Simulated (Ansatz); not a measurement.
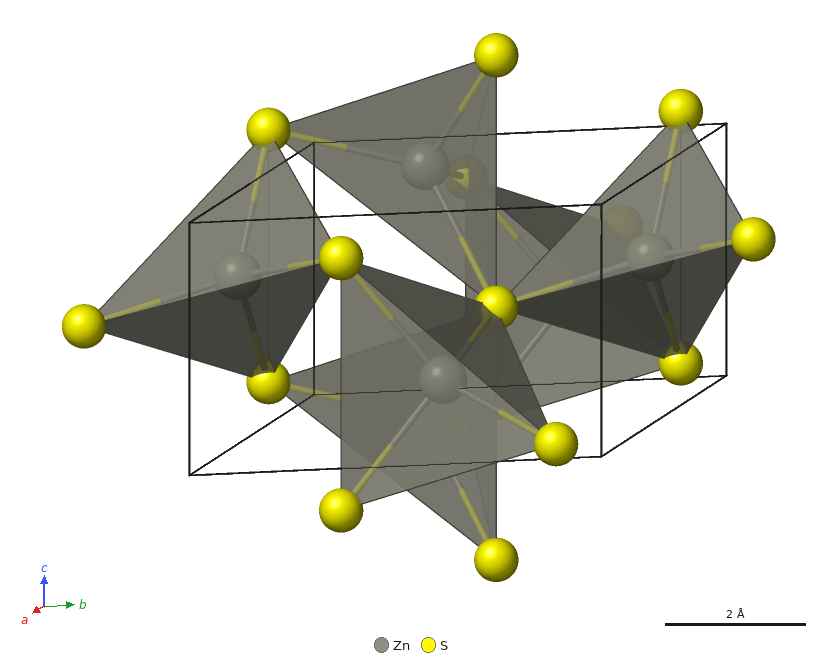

Polyhedral drawing of the structure, looking slightly off an axis. One conventional unit cell is framed, with atoms on its boundary repeated. Some atoms of the next cells are drawn as well.

ZnS, space group P3_221 (No. 154), a = 6.077 Å, b = 6.077 Å, c = 3.700 Å, α = 90.00°, β = 90.00°, γ = 120.00°. The initial geometry was a structure type filled with these elements by a generator (whether the compound takes this form wasn't checked). Earlier steps of the study may have refined or changed the cell and positions. A calculation with Ansatz used it as input.

This one geometry was computed with Ansatz (DFT, plane waves, PAW) at four levels of theory: HSE06, PBEsol, PBE and r2SCAN.

Question: Which level gives the highest pressure at this volume, and what does that say about its equilibrium volume?

Answer: Highest: PBE (0.0 GPa), which points to the largest equilibrium volume. Lowest, with the smallest volume: PBEsol (-3.6 GPa). Levels within 0.5 GPa of each other can't be told apart.

Question: How does the band gap change with the level of theory?

Answer: PBEsol: a gap of 1.77 eV, indirect; PBE: a gap of 1.88 eV, indirect; r2SCAN: a gap of 2.46 eV, indirect; HSE06: a gap of 3.10 eV, direct.

Question: Collect the results in a table.

Answer:
| level | cutoff (eV) | k-mesh of the run's cell | gap (eV) | pressure (GPa) |
| --- | --- | --- | --- | --- |
| HSE06 | 420 | 3×3×6 | 3.10 | -0.9 |
| PBEsol | 420 | 6×6×8 | 1.77 | -3.6 |
| PBE | 420 | 6×6×8 | 1.88 | 0.0 |
| r2SCAN | 500 | 6×6×8 | 2.46 | -2.1 |

Gaps are taken on the k-mesh or band path of each run.
